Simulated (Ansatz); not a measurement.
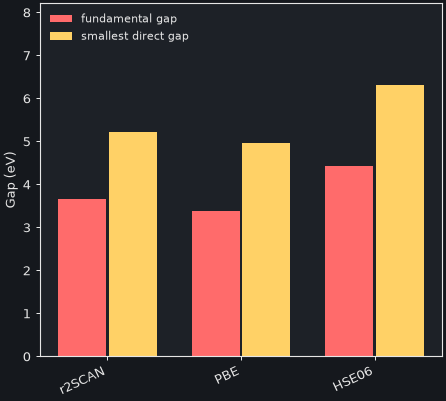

Gaps of C, space group P6_3/mmc (No. 194), 4 atoms in the cell, lonsdaleite (2H) type, hydrostatic strain +0.5%, at several levels of theory on one cell (Ansatz, plane waves and PAW; edges over the mesh and the special points).

How does the gap depend on the level, and does its kind change?

In rising order: PBE 3.38 eV, r2SCAN 3.65 eV and HSE06 4.44 eV. It is indirect at every level.
